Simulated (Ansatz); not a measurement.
P (R-3m, No. 166): the end point of a relaxation with Ansatz, DFT r2SCAN, scalar-relativistic, plane waves, PAW; the starting structure was generated, so it need not be a known form of this composition.

```cif
data_structure
_symmetry_space_group_name_H-M 'R-3m:H'
_symmetry_Int_Tables_number 166
_cell_length_a 6.5280
_cell_length_b 6.5280
_cell_length_c 26.1098
_cell_angle_alpha 90.000
_cell_angle_beta 90.000
_cell_angle_gamma 120.000
_cell_volume 963.58
loop_
_atom_site_label
_atom_site_type_symbol
_atom_site_symmetry_multiplicity
_atom_site_Wyckoff_symbol
_atom_site_fract_x
_atom_site_fract_y
_atom_site_fract_z
_atom_site_occupancy
P1 P 18 h 0.79384 0.20616 0.24033 1
P2 P 18 h 0.15960 0.84040 0.03636 1
```

What will a HAADF-like image along [101] show? The image is simulated as a sum over atoms of Z^1.8, blurred by a 0.50 Å probe (no channelling). The probe carries 15 % of its weight in a tail 2.5 times as wide. Shot noise was added.

The columns repeat on an oblique net of 2.16 × 5.60 Å with an angle of 100° (plane group p2). All columns are alike (P). The shortest distance between visible columns is 0.31 Å in projection. Along the beam the structure repeats every 26.91 Å.

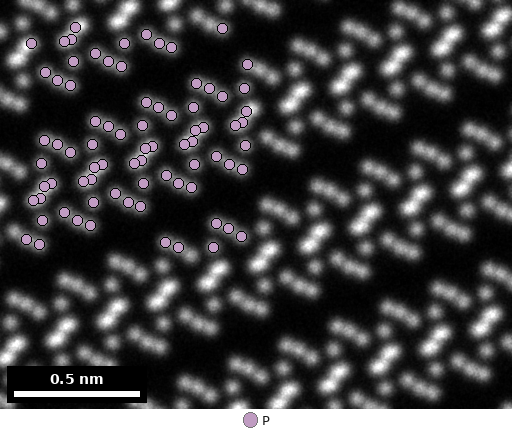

The simulated image, with the columns of the model marked in one corner.
